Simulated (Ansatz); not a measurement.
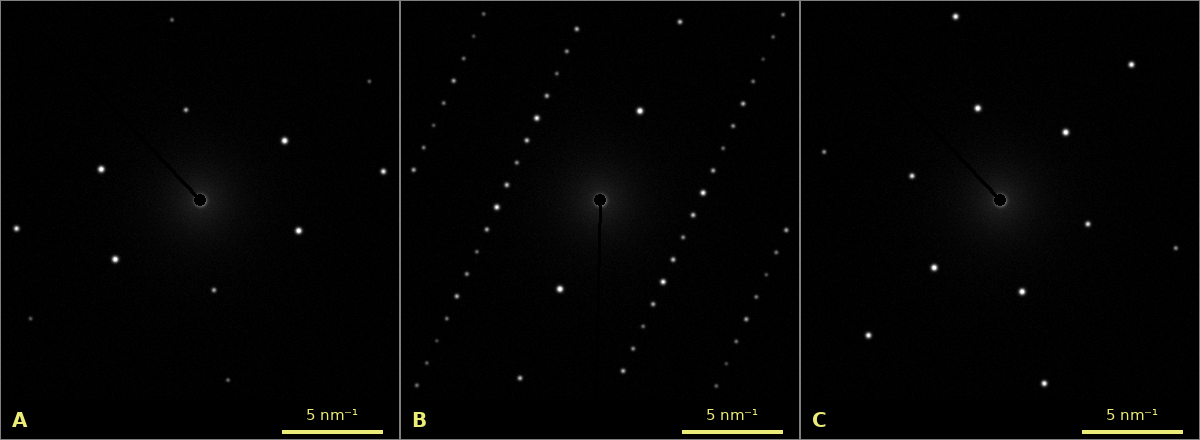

Simulated selected-area electron diffraction patterns (200 kV, kinematic approximation, thin crystal, B = 0.5 Å² for all atoms).

All three come from Co, space group P6_3/mmc (No. 194), a = 2.53 Å, c = 8.19 Å (hexagonal axes). Structure: the input geometry of an electronic-structure calculation (not necessarily at equilibrium); the starting structure was generated, so it need not be a known form of this composition.

### Assign the zone axes [100], [101], [201] to A, B and C.

A is [201]: centred rectangular net of 0 1 0 at d = 2.19 Å and 1 0 -2 at d = 1.93 Å, at 63.8°. B is [100]: rectangular net of 0 0 1 (itself extinct) at d = 8.19 Å and 0 1 0 at d = 2.19 Å, at 90.0°. C is [101]: centred rectangular net of 0 1 0 at d = 2.19 Å and 1 0 -1 at d = 2.12 Å, at 61.1°.
